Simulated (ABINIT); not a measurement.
# Run report: Si$_{3}$C, phonon calculation (part 2 of 4)

The same run, continued: Si$_{3}$C (P1, 4 atoms in the cell); Kohn-Sham DFT of a periodic cell, PBE with D3(BJ), JTH PAW PBE v2.0, no spin polarisation (ABINIT 10.8.3); cutoff 380.96 eV, 8×8×4 k-mesh, fermi-dirac of 0.05 eV. The structure was built on a prototype by a generator; it need not be a known phase. The settings are looser than a standard set-up, so the numbers are not reference values.

Geometry of the input (Å; fractional positions):
```
3.1532  0.0000  0.0000
-1.5766  2.7308  0.0000
0.0000  0.0000  4.4426
Si 0.4998  -0.0115  0.4946
Si 0.0060  0.5128  0.4981
Si 0.4988  0.4839  0.5019
C  0.0083  0.0059  0.4979
```

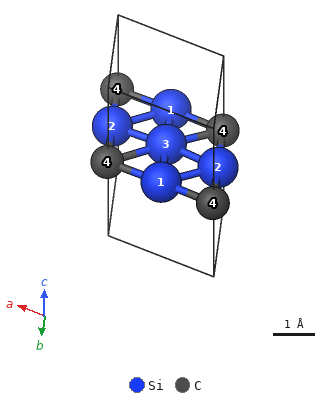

**Figure 1.** The input geometry (ball-and-stick view of the cell of the calculation, seen at an oblique angle; atoms are numbered from 1 in the order of the input). An atom can appear more than once, as a periodic image.

## Log, continued
```
 The list of irreducible perturbations for this q vector is:
    1)    idir= 1    ipert=   1
    2)    idir= 2    ipert=   1
    3)    idir= 3    ipert=   1
    4)    idir= 1    ipert=   2
    5)    idir= 2    ipert=   2
    6)    idir= 3    ipert=   2
    7)    idir= 1    ipert=   3
    8)    idir= 2    ipert=   3
    9)    idir= 3    ipert=   3
   10)    idir= 1    ipert=   4
   11)    idir= 2    ipert=   4
   12)    idir= 3    ipert=   4

================================================================================

--------------------------------------------------------------------------------
 Perturbation wavevector (in red.coord.)   0.000000  0.000000  0.000000
 Perturbation : displacement of atom   1   along direction   1
 The set of symmetries contains only one element for this perturbation.
 symkpt : not enough symmetry to change the number of k points.

--------------------------------------------------------------------------------

--------------------------------------------------------------------------------

 dfpt_looppert : total number of electrons, from k and k+q
  fully or partially occupied states are    1.600000E+01 and    1.600000E+01.
 Initialisation of the first-order wave-functions :
  ireadwf=   0

--- !BeginCycle
iteration_state: {dtset: 2, }
solver: {iscf: 7, nstep: 80, nline: 4, wfoptalg: 10, }
tolerances: {tolvrs: 1.00E-06, }
...

     iter   2DEtotal(Ha)        deltaE(Ha) residm    vres2
-ETOT  1   72.734570561672     -3.947E+01 1.079E-02 3.116E+04
 ETOT  2   54.355636914863     -1.838E+01 6.955E-03 3.802E+02
 ETOT  3   54.167229104372     -1.884E-01 3.697E-04 2.058E+01
 ETOT  4   54.159872097133     -7.357E-03 6.237E-05 1.464E+00
 ETOT  5   54.159679102944     -1.930E-04 3.582E-06 1.592E-01
 ETOT  6   54.159665886180     -1.322E-05 2.293E-07 1.385E-02
 ETOT  7   54.159665290085     -5.961E-07 2.087E-08 1.477E-03
 ETOT  8   54.159665269503     -2.058E-08 1.129E-09 1.406E-04
 ETOT  9   54.159665267788     -1.715E-09 8.947E-11 1.297E-05
 ETOT 10   54.159665267519     -2.687E-10 1.450E-11 1.107E-06
 ETOT 11   54.159665267450     -6.900E-11 1.619E-12 8.519E-08

 At SCF step   11       vres2   =  8.52E-08 < tolvrs=  1.00E-06 =>converged.
================================================================================

 ----iterations are completed or convergence reached----

 Mean square residual over all n,k,spin=   20.539E-15; max=  16.190E-13

 2DEtotal=    0.5415966527E+02 Ha. Also 2DEtotal=    0.147375957055E+04 eV
    (2DErelax=   -5.8045788299E+01 Ha. 2DEnonrelax=    1.1220545357E+02 Ha)
    (  non-var. 2DEtotal :    5.4159646091E+01 Ha)

--------------------------------------------------------------------------------
 Perturbation wavevector (in red.coord.)   0.000000  0.000000  0.000000
 Perturbation : displacement of atom   1   along direction   2
 The set of symmetries contains only one element for this perturbation.
 symkpt : not enough symmetry to change the number of k points.

--------------------------------------------------------------------------------

--------------------------------------------------------------------------------

 dfpt_looppert : total number of electrons, from k and k+q
  fully or partially occupied states are    1.600000E+01 and    1.600000E+01.
 Initialisation of the first-order wave-functions :
  ireadwf=   0

--- !BeginCycle
iteration_state: {dtset: 2, }
solver: {iscf: 7, nstep: 80, nline: 4, wfoptalg: 10, }
tolerances: {tolvrs: 1.00E-06, }
...

     iter   2DEtotal(Ha)        deltaE(Ha) residm    vres2
-ETOT  1   118.84512305404     -4.398E+01 2.791E-02 3.205E+04
 ETOT  2   100.47851375087     -1.837E+01 6.744E-03 5.069E+02
 ETOT  3   100.22393170523     -2.546E-01 6.456E-04 3.241E+01
 ETOT  4   100.21017274924     -1.376E-02 4.899E-05 2.054E+00
 ETOT  5   100.20984725067     -3.255E-04 1.076E-06 2.276E-01
 ETOT  6   100.20981603028     -3.122E-05 7.389E-08 1.659E-02
 ETOT  7   100.20981428817     -1.742E-06 4.454E-09 1.688E-03
 ETOT  8   100.20981419290     -9.528E-08 8.867E-10 1.641E-04
 ETOT  9   100.20981418339     -9.503E-09 2.755E-11 1.579E-05
 ETOT 10   100.20981418310     -2.955E-10 3.408E-12 1.650E-06
 ETOT 11   100.20981418291     -1.885E-10 6.982E-13 1.460E-07

 At SCF step   11       vres2   =  1.46E-07 < tolvrs=  1.00E-06 =>converged.
================================================================================

 ----iterations are completed or convergence reached----

 Mean square residual over all n,k,spin=   35.633E-15; max=  69.821E-14

 2DEtotal=    0.1002098142E+03 Ha. Also 2DEtotal=    0.272684795937E+04 eV
    (2DErelax=   -6.2611383571E+01 Ha. 2DEnonrelax=    1.6282119775E+02 Ha)
    (  non-var. 2DEtotal :    1.0020982870E+02 Ha)

--------------------------------------------------------------------------------
 Perturbation wavevector (in red.coord.)   0.000000  0.000000  0.000000
 Perturbation : displacement of atom   1   along direction   3
 The set of symmetries contains only one element for this perturbation.
 symkpt : not enough symmetry to change the number of k points.

--------------------------------------------------------------------------------

--------------------------------------------------------------------------------

 dfpt_looppert : total number of electrons, from k and k+q
  fully or partially occupied states are    1.600000E+01 and    1.600000E+01.
 Initialisation of the first-order wave-functions :
  ireadwf=   0

--- !BeginCycle
iteration_state: {dtset: 2, }
solver: {iscf: 7, nstep: 80, nline: 4, wfoptalg: 10, }
tolerances: {tolvrs: 1.00E-06, }
...

     iter   2DEtotal(Ha)        deltaE(Ha) residm    vres2
-ETOT  1   111.45287120061      5.174E+01 6.389E-02 6.795E+05
 ETOT  2  -49.778913277072     -1.612E+02 1.240E-02 3.240E+04
 ETOT  3  -56.861247114999     -7.082E+00 1.274E-03 1.116E+03
 ETOT  4  -57.091029054841     -2.298E-01 4.803E-05 3.693E+01
 ETOT  5  -57.093358969908     -2.330E-03 2.346E-06 3.061E+00
 ETOT  6  -57.093420687601     -6.172E-05 8.420E-08 2.892E-01
 ETOT  7  -57.093423419580     -2.732E-06 3.133E-09 2.921E-02
 ETOT  8  -57.093423593178     -1.736E-07 1.007E-10 2.809E-03
 ETOT  9  -57.093423630046     -3.687E-08 3.251E-11 2.629E-04
 ETOT 10  -57.093423632422     -2.376E-09 6.655E-12 2.730E-05
 ETOT 11  -57.093423632493     -7.080E-11 1.379E-13 3.144E-06
 ETOT 12  -57.093423632533     -4.025E-11 6.756E-14 2.772E-07

 At SCF step   12       vres2   =  2.77E-07 < tolvrs=  1.00E-06 =>converged.
================================================================================

 ----iterations are completed or convergence reached----

 Mean square residual over all n,k,spin=   10.708E-15; max=  67.564E-15

 2DEtotal=   -0.5709342363E+02 Ha. Also 2DEtotal=   -0.155359120257E+04 eV
    (2DErelax=   -1.1680620651E+02 Ha. 2DEnonrelax=    5.9712782878E+01 Ha)
    (  non-var. 2DEtotal :   -5.7093356156E+01 Ha)

--------------------------------------------------------------------------------
 Perturbation wavevector (in red.coord.)   0.000000  0.000000  0.000000
 Perturbation : displacement of atom   2   along direction   1
 The set of symmetries contains only one element for this perturbation.
 symkpt : not enough symmetry to change the number of k points.

--------------------------------------------------------------------------------

--------------------------------------------------------------------------------

 dfpt_looppert : total number of electrons, from k and k+q
  fully or partially occupied states are    1.600000E+01 and    1.600000E+01.
 Initialisation of the first-order wave-functions :
  ireadwf=   0

--- !BeginCycle
iteration_state: {dtset: 2, }
solver: {iscf: 7, nstep: 80, nline: 4, wfoptalg: 10, }
tolerances: {tolvrs: 1.00E-06, }
...

     iter   2DEtotal(Ha)        deltaE(Ha) residm    vres2
-ETOT  1   119.21249606905     -4.411E+01 2.210E-02 3.198E+04
 ETOT  2   100.87301439143     -1.834E+01 6.325E-03 5.028E+02
 ETOT  3   100.61968270445     -2.533E-01 6.425E-04 3.237E+01
 ETOT  4   100.60585006378     -1.383E-02 5.307E-05 1.888E+00
 ETOT  5   100.60554022610     -3.098E-04 1.374E-06 1.631E-01
 ETOT  6   100.60551973595     -2.049E-05 6.404E-08 1.352E-02
 ETOT  7   100.60551824884     -1.487E-06 5.127E-09 1.366E-03
 ETOT  8   100.60551818298     -6.586E-08 6.347E-10 1.289E-04
 ETOT  9   100.60551817523     -7.752E-09 2.202E-11 1.205E-05
 ETOT 10   100.60551817514     -9.014E-11 2.275E-12 1.159E-06
 ETOT 11   100.60551817504     -9.908E-11 7.657E-13 9.242E-08

 At SCF step   11       vres2   =  9.24E-08 < tolvrs=  1.00E-06 =>converged.
================================================================================

 ----iterations are completed or convergence reached----

 Mean square residual over all n,k,spin=   24.456E-15; max=  76.571E-14

 2DEtotal=    0.1006055182E+03 Ha. Also 2DEtotal=    0.273761561354E+04 eV
    (2DErelax=   -6.2720977171E+01 Ha. 2DEnonrelax=    1.6332649535E+02 Ha)
    (  non-var. 2DEtotal :    1.0060553725E+02 Ha)

--------------------------------------------------------------------------------
 Perturbation wavevector (in red.coord.)   0.000000  0.000000  0.000000
 Perturbation : displacement of atom   2   along direction   2
 The set of symmetries contains only one element for this perturbation.
 symkpt : not enough symmetry to change the number of k points.

--------------------------------------------------------------------------------

--------------------------------------------------------------------------------

 dfpt_looppert : total number of electrons, from k and k+q
  fully or partially occupied states are    1.600000E+01 and    1.600000E+01.
 Initialisation of the first-order wave-functions :
  ireadwf=   0

--- !BeginCycle
iteration_state: {dtset: 2, }
solver: {iscf: 7, nstep: 80, nline: 4, wfoptalg: 10, }
tolerances: {tolvrs: 1.00E-06, }
...

     iter   2DEtotal(Ha)        deltaE(Ha) residm    vres2
-ETOT  1   72.011177227626     -3.963E+01 1.217E-02 3.105E+04
 ETOT  2   53.734853511187     -1.828E+01 6.878E-03 3.904E+02
 ETOT  3   53.540820650596     -1.940E-01 3.608E-04 2.048E+01
 ETOT  4   53.533539320201     -7.281E-03 5.267E-05 1.474E+00
 ETOT  5   53.533340416347     -1.989E-04 3.013E-06 1.987E-01
 ETOT  6   53.533318736671     -2.168E-05 2.369E-07 1.655E-02
 ETOT  7   53.533317685385     -1.051E-06 2.726E-08 1.796E-03
 ETOT  8   53.533317623764     -6.162E-08 1.399E-09 1.800E-04
 ETOT  9   53.533317620874     -2.890E-09 9.656E-11 1.747E-05
 ETOT 10   53.533317620616     -2.576E-10 1.593E-11 1.475E-06
 ETOT 11   53.533317620564     -5.249E-11 2.346E-12 1.210E-07

 At SCF step   11       vres2   =  1.21E-07 < tolvrs=  1.00E-06 =>converged.
================================================================================

 ----iterations are completed or convergence reached----

 Mean square residual over all n,k,spin=   12.664E-15; max=  23.459E-13

 2DEtotal=    0.5353331762E+02 Ha. Also 2DEtotal=    0.145671578280E+04 eV
    (2DErelax=   -5.8110898673E+01 Ha. 2DEnonrelax=    1.1164421629E+02 Ha)
    (  non-var. 2DEtotal :    5.3533292133E+01 Ha)

--------------------------------------------------------------------------------
 Perturbation wavevector (in red.coord.)   0.000000  0.000000  0.000000
 Perturbation : displacement of atom   2   along direction   3
 The set of symmetries contains only one element for this perturbation.
 symkpt : not enough symmetry to change the number of k points.

--------------------------------------------------------------------------------

--------------------------------------------------------------------------------

 dfpt_looppert : total number of electrons, from k and k+q
  fully or partially occupied states are    1.600000E+01 and    1.600000E+01.
 Initialisation of the first-order wave-functions :
  ireadwf=   0

--- !BeginCycle
iteration_state: {dtset: 2, }
solver: {iscf: 7, nstep: 80, nline: 4, wfoptalg: 10, }
tolerances: {tolvrs: 1.00E-06, }
...

     iter   2DEtotal(Ha)        deltaE(Ha) residm    vres2
-ETOT  1   111.73721006280      5.213E+01 6.426E-02 6.810E+05
 ETOT  2  -49.896325059399     -1.616E+02 1.198E-02 3.244E+04
 ETOT  3  -56.987858353515     -7.092E+00 1.287E-03 1.109E+03
 ETOT  4  -57.216645996182     -2.288E-01 4.770E-05 3.443E+01
 ETOT  5  -57.218874920870     -2.229E-03 1.754E-06 2.720E+00
 ETOT  6  -57.218902591020     -2.767E-05 5.694E-08 2.558E-01
 ETOT  7  -57.218903664986     -1.074E-06 2.078E-09 2.464E-02
 ETOT  8  -57.218903746663     -8.168E-08 1.423E-10 2.213E-03
 ETOT  9  -57.218903760337     -1.367E-08 2.262E-11 1.865E-04
 ETOT 10  -57.218903760406     -6.807E-11 1.410E-12 1.650E-05
 ETOT 11  -57.218903760397      8.228E-12 6.633E-14 1.498E-06
 ETOT 12  -57.218903760426     -2.852E-11 3.437E-14 1.355E-07

 At SCF step   12       vres2   =  1.36E-07 < tolvrs=  1.00E-06 =>converged.
================================================================================

 ----iterations are completed or convergence reached----

 Mean square residual over all n,k,spin=   24.844E-16; max=  34.369E-15

 2DEtotal=   -0.5721890376E+02 Ha. Also 2DEtotal=   -0.155700569080E+04 eV
    (2DErelax=   -1.1682597641E+02 Ha. 2DEnonrelax=    5.9607072652E+01 Ha)
    (  non-var. 2DEtotal :   -5.7218769533E+01 Ha)

--------------------------------------------------------------------------------
 Perturbation wavevector (in red.coord.)   0.000000  0.000000  0.000000
 Perturbation : displacement of atom   3   along direction   1
 The set of symmetries contains only one element for this perturbation.
 symkpt : not enough symmetry to change the number of k points.

--------------------------------------------------------------------------------

--------------------------------------------------------------------------------

 dfpt_looppert : total number of electrons, from k and k+q
  fully or partially occupied states are    1.600000E+01 and    1.600000E+01.
 Initialisation of the first-order wave-functions :
  ireadwf=   0

--- !BeginCycle
iteration_state: {dtset: 2, }
solver: {iscf: 7, nstep: 80, nline: 4, wfoptalg: 10, }
tolerances: {tolvrs: 1.00E-06, }
...

     iter   2DEtotal(Ha)        deltaE(Ha) residm    vres2
-ETOT  1   119.32773864247     -4.388E+01 1.508E-02 3.225E+04
 ETOT  2   100.81133182727     -1.852E+01 6.505E-03 5.063E+02
 ETOT  3   100.55627023585     -2.551E-01 6.316E-04 3.291E+01
 ETOT  4   100.54233062802     -1.394E-02 4.902E-05 2.396E+00
 ETOT  5   100.54192766150     -4.030E-04 9.005E-07 3.513E-01
 ETOT  6   100.54187258534     -5.508E-05 9.651E-08 2.140E-02
 ETOT  7   100.54187019926     -2.386E-06 5.718E-09 2.106E-03
 ETOT  8   100.54187006161     -1.376E-07 7.559E-10 2.011E-04
 ETOT  9   100.54187005160     -1.001E-08 3.742E-11 1.965E-05
 ETOT 10   100.54187005133     -2.667E-10 5.476E-12 2.004E-06
 ETOT 11   100.54187005114     -1.866E-10 6.475E-13 1.773E-07

 At SCF step   11       vres2   =  1.77E-07 < tolvrs=  1.00E-06 =>converged.
================================================================================

 ----iterations are completed or convergence reached----

 Mean square residual over all n,k,spin=   37.930E-15; max=  64.751E-14

 2DEtotal=    0.1005418701E+03 Ha. Also 2DEtotal=    0.273588365985E+04 eV
    (2DErelax=   -6.2661695644E+01 Ha. 2DEnonrelax=    1.6320356569E+02 Ha)
    (  non-var. 2DEtotal :    1.0054186043E+02 Ha)

--------------------------------------------------------------------------------
 Perturbation wavevector (in red.coord.)   0.000000  0.000000  0.000000
 Perturbation : displacement of atom   3   along direction   2
 The set of symmetries contains only one element for this perturbation.
 symkpt : not enough symmetry to change the number of k points.

--------------------------------------------------------------------------------

--------------------------------------------------------------------------------

 dfpt_looppert : total number of electrons, from k and k+q
  fully or partially occupied states are    1.600000E+01 and    1.600000E+01.
 Initialisation of the first-order wave-functions :
  ireadwf=   0

--- !BeginCycle
iteration_state: {dtset: 2, }
solver: {iscf: 7, nstep: 80, nline: 4, wfoptalg: 10, }
tolerances: {tolvrs: 1.00E-06, }
...
```
